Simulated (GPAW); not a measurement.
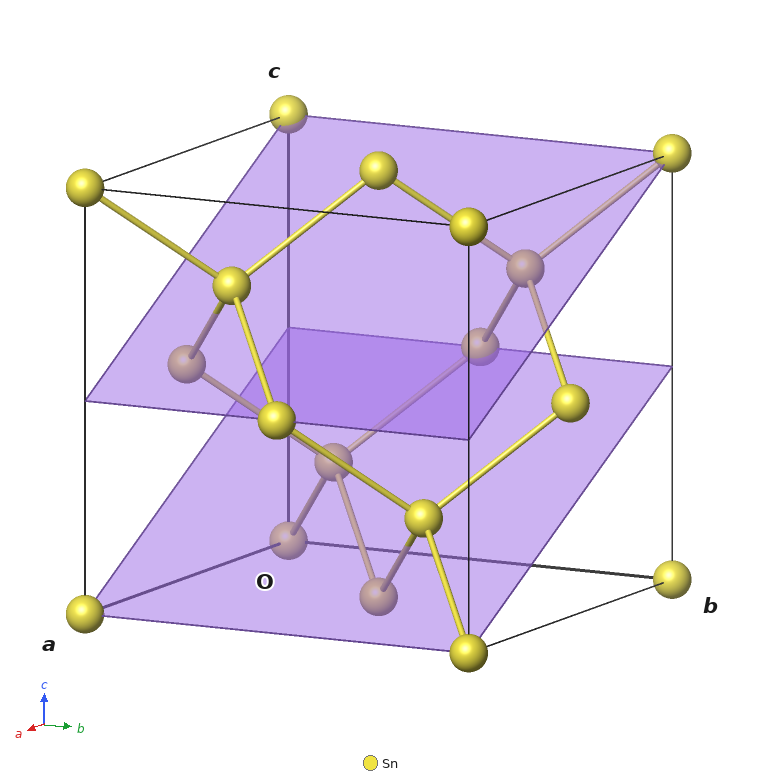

Crystal: Sn, an entry of the Crystallography Open Database, as set up for an electronic-structure calculation. Every member of one family of equally spaced planes, hx + ky + lz = a whole number, that cuts the unit cell is shaded (one member passes through the origin O, touching the cell only at an edge or corner). The drawing is computed from the coordinates (standard cell, symmetry found to 0.002 Å).

a = 6.467 Å, b = 6.467 Å, c = 6.467 Å, α = 90.00°, β = 90.00°, γ = 90.00°.

Q: Index the planes.

A: (1 0 2); the opposite sign names the same planes. The member next to the origin meets the axes a at 1, b never, c at 1/2.

Q: What is the spacing?

A: d = 2.892 Å.

Q: Which atoms of the cell lie in these planes (within 0.03 Å)?

A: 2 of the 8 Sn.

Q: The space group is No. 227, Fd-3m, origin choice 1. How many reflections hkl are equivalent to this one (itself included), and does it occur?

A: 24 reflections are equivalent in the Laue class m-3m. The reflection is systematically absent, by the centring.
